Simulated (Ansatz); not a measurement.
System: a (001) slab cut from NbAs (I4_1md), unrelaxed, ended by Nb above and As below, 8 atoms in the cell.

```
As Nb
1.0
     3.47348    0.00000    0.00000
     0.00000    3.47348    0.00000
     0.00000    0.00000   24.77287
As Nb
4 4
Cartesian
  0.0000 0.0000 7.5000
  1.7367 0.0000 10.4373
  1.7367 1.7367 13.3746
  0.0000 1.7367 16.3119
  1.7367 1.7367 8.4610
  0.0000 1.7367 11.3983
  0.0000 0.0000 14.3356
  1.7367 0.0000 17.2729
```

Level of theory: DFT PBE, scalar-relativistic, plane waves, PAW, no spin polarisation, 10×10×1 k mesh, 420 eV cutoff, Gaussian smearing of 0.1 eV; code Ansatz 0.2.0.

What does the potential across the slab give for the work function?

The work function is 4.05 eV at the right face and 5.05 eV at the left. The vacuum level is 0.99 eV higher at the left than at the right, so the slab carries a dipole along its normal; the ramp in the vacuum, at or near the edge of the plot, is the dipole correction that keeps each side flat. The outermost atoms are 9.8 Å apart, which leaves 15.0 Å of vacuum in a cell 24.8 Å high.

The atoms aren't at rest in this cell (largest force 1.0 eV/Å), so the relaxed material can differ.

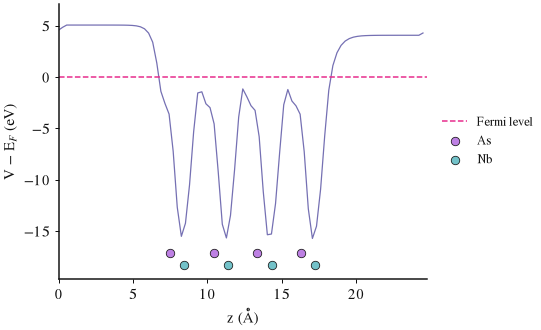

Plane-averaged electrostatic potential energy of an electron across the slab; circles at the bottom mark the heights of the atoms.
